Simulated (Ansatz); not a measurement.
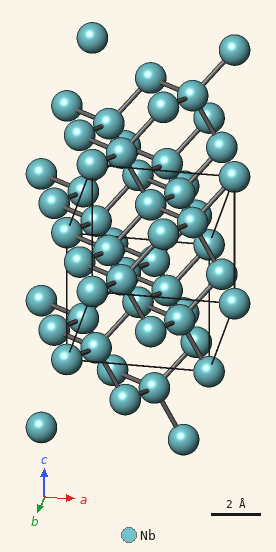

This is a crystal of Nb (a generated structure, set up in Fd-3m). A ball-and-stick model of the conventional cell (4 times the calculation's cell), repeated 1 × 2 × 2 with one cell outlined, seen from a free direction. Lengths and directions refer to the drawn axes.

All numbers below come from DFT, PBE, all-electron PAW with datasets made for the crystal, scalar-relativistic in Ansatz. (plane-wave cutoff 280 eV; k-point mesh 11 × 11 × 11; occupations fermi dirac; smearing width 0.08 eV; no spin polarisation)

Change: All lengths are scaled by −2.0 % (volume −6.0 %), the atoms keeping their fractional coordinates. No relaxation follows.

### What is the effect?

Among the bonded contacts that change: Nb–Nb 2.560 → 2.508 Å. The space group stays Fd-3m (No. 227). It costs 18.6 meV per atom. The pressure goes from 0.0 to 4.5 GPa. All forces vanish by symmetry.

Drawn alike, the variant:

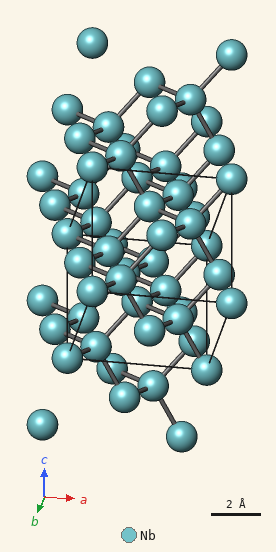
